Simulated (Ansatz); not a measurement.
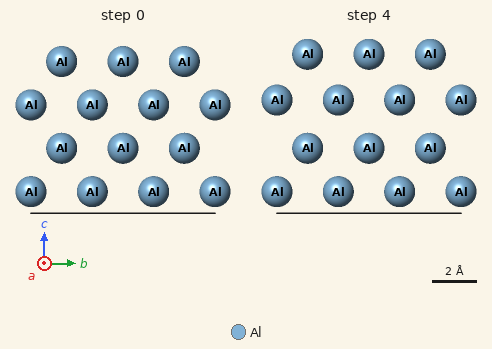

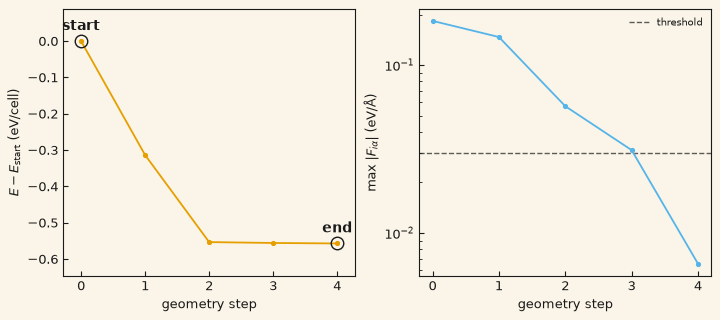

First and last geometry of a constrained relaxation of a slab of composition Al (cut from the Fm-3m phase), with the history of the run. Style: spheres-only. Shown: the cell of the calculation, outlined in the plane, without the vacuum (origin shifted), along the a axis.

Case: clean slab, lower planes held. The slab is the (1 0 0) face of Al. 18 atoms are held fixed.

Method: Ansatz, DFT PBE+D3(BJ), scalar-relativistic, plane waves, PAW. (plane-wave cutoff 420 eV; k-point mesh 3 × 3 × 1; occupations gaussian; smearing width 0.1 eV; no spin polarisation; dipole correction; atoms relaxed in a fixed cell; force threshold 0.03 eV/Å; at most 70 steps)

Question: Read the history and describe the run.

Answer: It converged. The largest moves, 0.33 Å, are those of Al atoms. The cell doesn't change. Some distances before and after: Al–Al 2.816 → 2.978 Å, Al–Al 2.816 → 2.895 Å. The energy falls by 0.557 eV per cell of the calculation in 4 geometry steps. Largest force component: 0.18 eV/Å at the start, 0.0066 eV/Å at the end. Cost: 65 s on 4 threads of Arm Neoverse V2 (shared host), peak memory 2.1 GiB.
